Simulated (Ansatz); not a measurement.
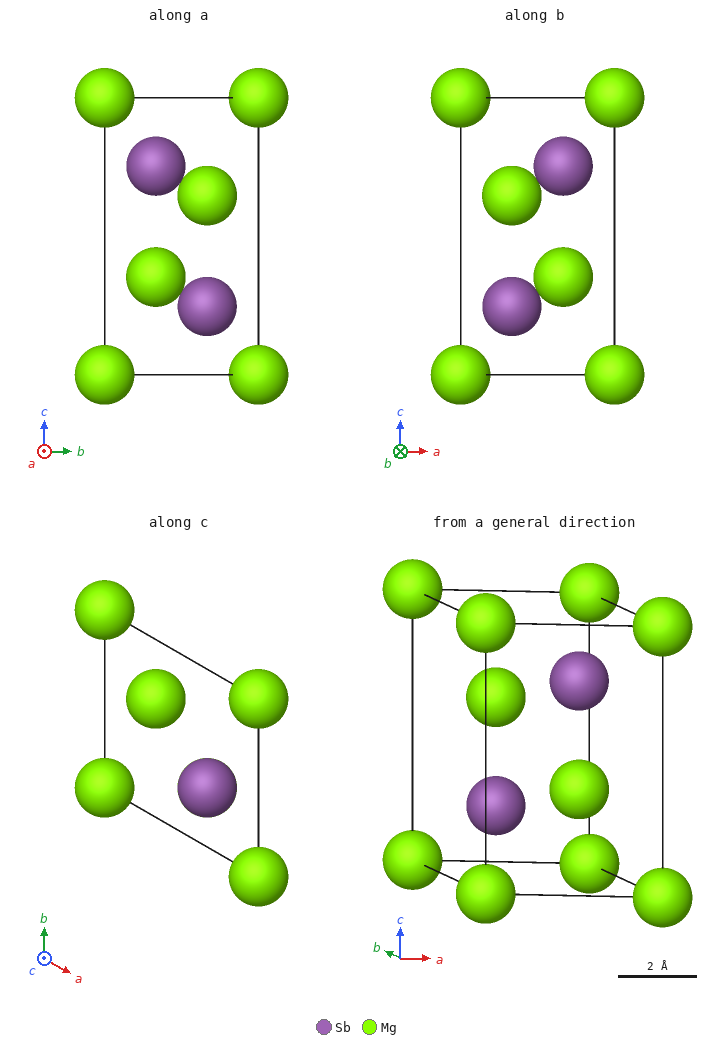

View along the a axis, along the b axis, along the c axis and from a general direction, drawn as a spheres-only model. The parallelepiped is the conventional unit cell.

The cell is given by a = 4.604 Å, b = 4.604 Å, c = 7.174 Å, α = 90.00°, β = 90.00°, γ = 120.00°.

Formula?

Mg$_{3}$Sb$_{2}$. The cell holds 3 Mg, 2 Sb, counting shared atoms by their share.

Name the space group.

P-3m1 (No. 164), with Sb on 2d, Mg on 1a and Mg on 2d.

Origin of the cell: a structure type known for this compound. Earlier steps of the study may have refined or changed the cell and positions. It was the input of a calculation with Ansatz.

At this level of theory the cell isn't at rest (forces up to 0.8 eV/Å), so its distances can differ from those at equilibrium, the more so the softer the solid.
